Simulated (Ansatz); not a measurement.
Given this structure, the input geometry of an electronic-structure calculation (not necessarily at equilibrium), written in its standard cell:

```cif
data_structure
_symmetry_space_group_name_H-M 'Fm-3m'
_symmetry_Int_Tables_number 225
_cell_length_a 4.0500
_cell_length_b 4.0500
_cell_length_c 4.0500
_cell_angle_alpha 90.000
_cell_angle_beta 90.000
_cell_angle_gamma 90.000
_cell_volume 66.43
loop_
_atom_site_label
_atom_site_type_symbol
_atom_site_symmetry_multiplicity
_atom_site_Wyckoff_symbol
_atom_site_fract_x
_atom_site_fract_y
_atom_site_fract_z
_atom_site_occupancy
Al1 Al 4 a 0.00000 0.00000 0.00000 1
```

### Predict the [111] zone-axis pattern (100 kV, kinematic, B = 0.8 Å²).

The spots form a hexagonal net with both shortest vectors at d = 1.43 Å, 60.0° apart. They are -2 2 0 and -2 0 2. The pattern has symmetry 6mm. The lattice centring (F) removes all reflections that break h + k = 2n, h + l = 2n.

Strongest reflections with d > 0.80 Å, one of each family (|F|² from tabulated Gaussian fits of the electron scattering factors, times a small damping for the curvature of the Ewald sphere):

| hkl | d (Å) | I (strongest = 100) |
| --- | --- | --- |
| 2 0 -2 | 1.432 | 100 |
| 4 -2 -2 | 0.827 | 15 |

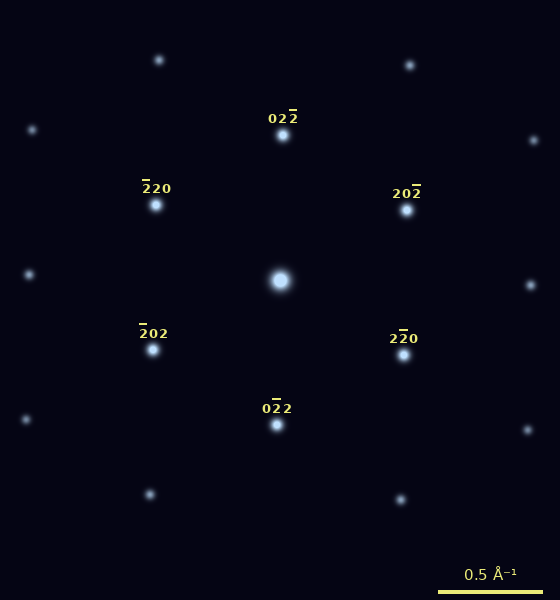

Calculated pattern, seen from the source side with [111] pointing towards the source.
